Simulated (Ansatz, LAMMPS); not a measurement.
# Glassy 57SiO2-27Al2O3-16BaO (mol %) (149 atoms): a short ab initio trajectory, part 2 of 2

Aim: follow glassy 57SiO2-27Al2O3-16BaO (mol %) (149 atoms) for a short time with forces from DFT, then look at structure and electrons in the last frame.

Ansatz 0.2.0; Kohn-Sham DFT, PBE, PAW (set soft_2), plane waves.

The cell: 25 Si, 24 Al, 7 Ba and 93 O. The quench rate of 25 K/ps far exceeds what a furnace or splat quench reaches. The starting topology of bonds comes from the classical model. Only the Γ point is sampled, in a cell whose shortest periodic width is 13 Å. No spin–orbit coupling is included.

So far, density (g/cm³): step 3 (distances and neighbours late in the run) 3.04.

## (4) Single point at the last frame (continued)

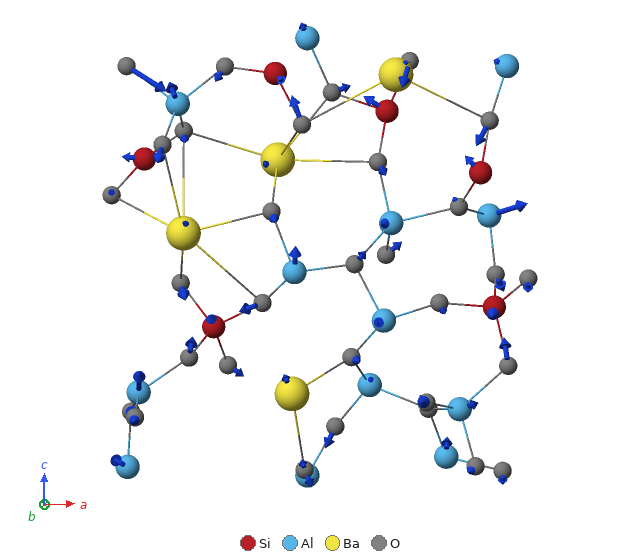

Forces as arrows; the longest in the cell is 5.05 eV/Å. Drawn is a slice 4 Å thick, seen along the normal of the ac plane.

Löwdin charges by element and coordination (they lack the spilled electrons, 0.063 e an atom on average):

```csv
element,coordination,atoms,mean charge (e),spread,least,most
Al,all,24,1.33,0.0488,1.21,1.44
Al,3,2,1.37,0.0655,1.31,1.44
Al,4,22,1.32,0.0447,1.21,1.39
Ba,all,7,1.91,0.0229,1.88,1.95
Ba,7,1,1.88,0,1.88,1.88
Ba,8,4,1.92,0.0189,1.90,1.95
Ba,9,2,1.91,0.0186,1.89,1.93
O,all,93,-0.842,0.056,-1.04,-0.748
O,2,36,-0.809,0.0374,-0.919,-0.755
O,3,49,-0.859,0.0566,-1.04,-0.748
O,4,8,-0.88,0.0481,-0.991,-0.825
Si,all,25,1.70,0.0462,1.61,1.77
```

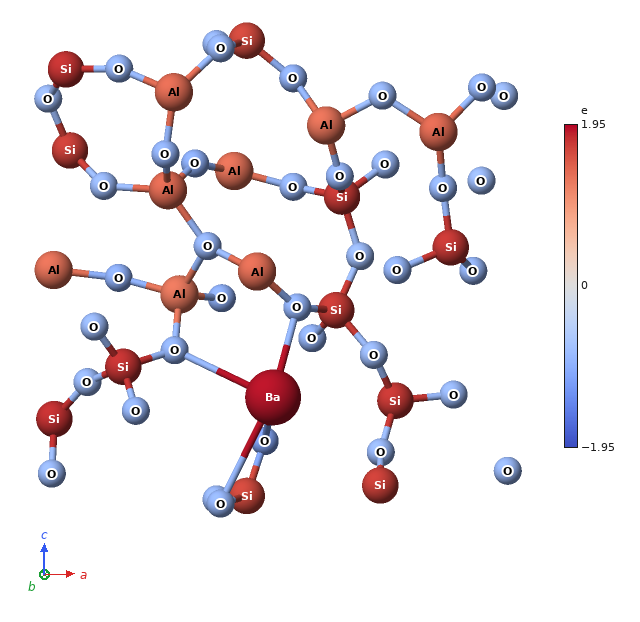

Atoms coloured by Löwdin charge. Drawn is a slice 4 Å thick, seen along the normal of the ac plane. Bonds to atoms that aren't drawn are left out.

States in the cell by windows of 1 eV, zero at the Fermi level; the larger projections on atomic orbitals stand beside the total:

```csv
from (eV),to (eV),total,O p,Si p,O s,Ba p
-18,-17,62.1,0.5,5.5,49.6,0.1
-17,-16,15.1,0.1,0.4,12.2,0.1
-16,-15,2.0,0.0,0.2,1.6,0.0
-15,-13,0.0,0.0,0.0,0.0,0.0
-13,-12,12.0,0.2,0.1,0.1,11.6
-12,-11,12.0,0.4,0.1,0.1,11.3
-11,-10,18.0,0.9,0.1,0.2,16.5
-10,-9,9.9,6.6,0.4,0.5,0.1
-9,-8,16.7,11.3,0.8,0.9,0.1
-8,-7,20.8,14.7,1.3,0.9,0.1
-7,-6,46.9,35.4,5.0,0.9,0.1
-6,-5,58.9,45.8,5.9,1.2,0.2
-5,-4,67.8,55.5,4.2,1.9,0.2
-4,-3,98.9,87.2,2.8,1.9,0.3
-3,-2,108.8,100.8,1.7,1.2,0.4
-2,-1,99.8,94.7,0.9,0.7,0.3
-1,0,27.9,26.6,0.2,0.2,0.1
0,1,1.6,1.5,0.0,0.0,0.0
1,2,0.0,0.0,0.0,0.0,0.0
2,3,1.9,0.1,0.0,0.5,0.0
3,4,3.9,0.5,0.3,0.6,0.0
4,5,24.7,2.2,1.8,2.3,0.0
```

The curve was stored every 0.10 eV, coarse against its broadening of 0.08 eV, so these counts are rough.

With fixed occupations the program's Fermi level is the highest filled level; weight inside the gap is the broadening of levels at its edges.

Between -26 and -18 eV lie 113 more states.

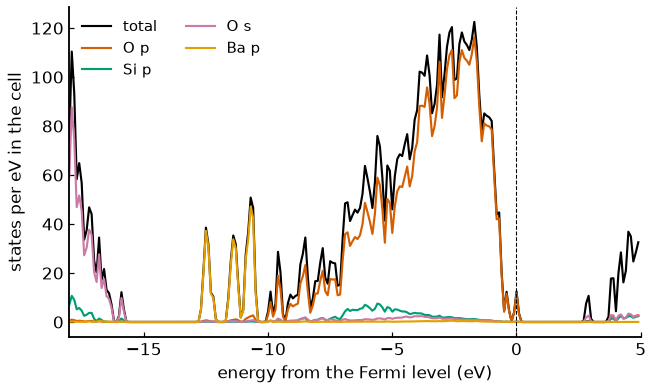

Total and projected density of states, with the broadening of the input.

The levels nearest the highest filled one (over half full), pooled over k-points and spins:

```csv
level less the highest filled one (eV),occupation
-0.731,2
-0.714,2
-0.678,2
-0.631,2
-0.387,2
0,2
2.87,0
3.83,0
3.88,0
4.13,0
4.17,0
4.24,0
```

Mean Löwdin charges: Al +1.33, Ba +1.91, O -0.84, Si +1.70 e (they miss 1.2 % of the electrons, so they add up to more than the cell's charge).

## (5) Outcome

| Property | Result |
| --- | --- |
| mean temperature, second half | 820.1 K |
| temperature swing, second half | 37.39 K |
| mean pressure, second half | -0.574 GPa |
| slope of the conserved energy against time, by least squares | 0.2841 meV/atom/ps |
| free energy per atom | -828.1147 eV/atom |
| pressure | -0.7023 GPa |
| r.m.s. force component | 1.229 eV/Å |
| gap (highest filled to lowest empty level) | 2.867 eV |
| wall time of the 2 DFT runs | 27 min |

Over the second half of 84 fs the temperature averages 820 K, rising from about 772 to 874 K (means over the first and last quarter of that half). The conserved energy stays within 0.09 meV/atom. The count of bonds goes from 249 in the first frame to 251 in the last, by one set of cutoffs: 5 pairs passed out of them and 7 came within. The run spans 0.08 ps, too short for its means to be equilibrium values. Counting bonds as in the table, 92 % of Al atoms have 4, 57 % of Ba atoms have 8, 53 % of O atoms have 3 and all Si atoms have 4 bonded neighbours. 85 % of the oxygens bridge two formers (Si and Al) and 3 % are non-bridging; 12 % join three. The highest filled and lowest empty levels differ by 2.87 eV (at Γ alone); a semilocal functional tends to put such gaps too low. In a disordered cell it changes from sample to sample, and tail or defect levels can set it.

Caveats: The starting topology of bonds comes from the classical model; in DFT 5 of its 249 bonded pairs passed out of the cutoffs and 7 came within them. The stress is far from hydrostatic: its diagonal is -2.7, 2.1, -1.5 GPa, compression counted positive. The pressure of a single frame lacks the kinetic term, about 0.81 GPa here.

[Logs are printed without paths, hosts, clocks, repeated set-up lines and the standing remarks that a program may print on its own settings, such as how far it seeks lower states.]

[Hosts, paths, dates, database ids (printed as entryN), source tags and the programs' standing remarks are cut or masked in the printed files.]
